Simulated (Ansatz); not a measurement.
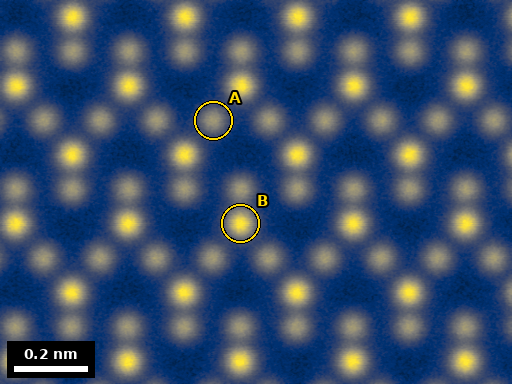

Dark-field STEM-like image of Ge (Pm-3n, No. 223) along [211]. The image is simulated as a sum over atoms of Z^1.7, blurred by a 0.55 Å probe (no channelling). The probe carries 25 % of its weight in a tail 2.5 times as wide. The display is stretched by a gamma of 0.65; percentages refer to the linear signal. Shot noise and a slight drift were added. Structure: the input geometry of an electronic-structure calculation (not necessarily at equilibrium); the starting structure was generated, so it need not be a known form of this composition.

```yaml
crystal:
  lattice:
    - [5.32899, 0.00000, 0.00000]
    - [0.00000, 5.32899, 0.00000]
    - [0.00000, 0.00000, 5.32899]
  atoms:
    - { symbol: Ge, position: [0.00000, 0.00000, 0.00000] }
    - { symbol: Ge, position: [0.50000, 0.50000, 0.50000] }
    - { symbol: Ge, position: [0.25000, 0.00000, 0.50000] }
    - { symbol: Ge, position: [0.75000, 0.00000, 0.50000] }
    - { symbol: Ge, position: [0.50000, 0.25000, 0.00000] }
    - { symbol: Ge, position: [0.50000, 0.75000, 0.00000] }
    - { symbol: Ge, position: [0.00000, 0.50000, 0.25000] }
    - { symbol: Ge, position: [0.00000, 0.50000, 0.75000] }
```

**What lies under each ring?**

A: Ge (1 Ge per 13.05 Å along the beam; about 50 % of the brightest peak). B: Ge (2 Ge per 13.05 Å along the beam; the brightest kind). Brightness is counted from the darkest point of the image.
